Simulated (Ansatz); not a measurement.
Consider Si2Ni.

```
CELL_PARAMETERS angstrom
2.69570 0.00000 2.69570
-2.69570 2.69570 0.00000
-10.78282 -10.78282 10.78282
ATOMIC_POSITIONS crystal
Si 0.33336 0.66668 0.04485
Si 0.66670 0.33335 0.71151
Si 0.00003 0.00001 0.37818
Si 0.66651 0.33325 0.20509
Si 0.33317 0.66659 0.53842
Si 0.99984 0.99992 0.87175
Si 0.33317 0.66659 0.28842
Si 0.99984 0.99992 0.62175
Si 0.66651 0.33325 0.95509
Si 0.66670 0.33335 0.46151
Si 0.00003 0.00001 0.12818
Si 0.33336 0.66668 0.79485
Ni 0.66667 0.33333 0.58299
Ni 0.00000 0.00000 0.24966
Ni 0.33333 0.66667 0.91632
Ni 0.66653 0.33327 0.08361
Ni 0.33320 0.66660 0.41695
Ni 0.99987 0.99993 0.75028
```

Space group R-3m; not relaxed (largest force 0.8 eV/Å); computed without spin polarisation.

Theory: DFT PBEsol, scalar-relativistic, plane waves, PAW in Ansatz 0.2.0.

> What can the converged valence pseudo-density and electron localisation function tell about the bonding?

Si–Ni (2.27 Å): the density is about 0.53 e/Å³ at the midpoint; the ELF peaks at about 0.75 in the valence shell of Si, 0.9 Å from its nucleus, and is about 0.50 at the midpoint.
Si–Ni (2.40 Å): ρ is about 0.44 e/Å³ halfway; the ELF peaks at about 0.80 in the valence shell of Si, 0.9 Å from its nucleus, and is about 0.55 at the midpoint.

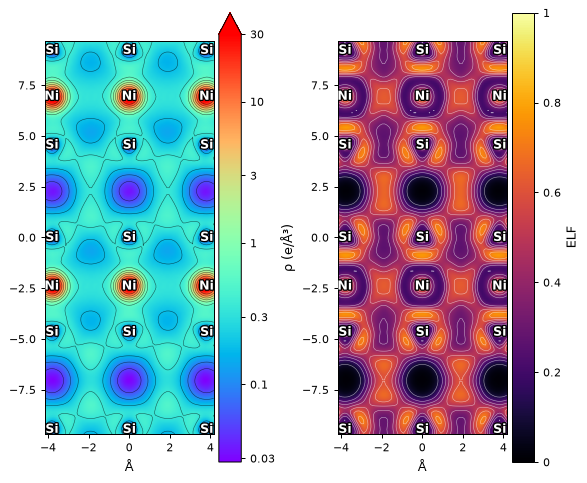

Computed valence pseudo-density and electron localisation function on the (010) plane of the conventional cell, in this order. 

Core electrons are frozen (PAW), and the valence fields are smoothed inside the atomic spheres.
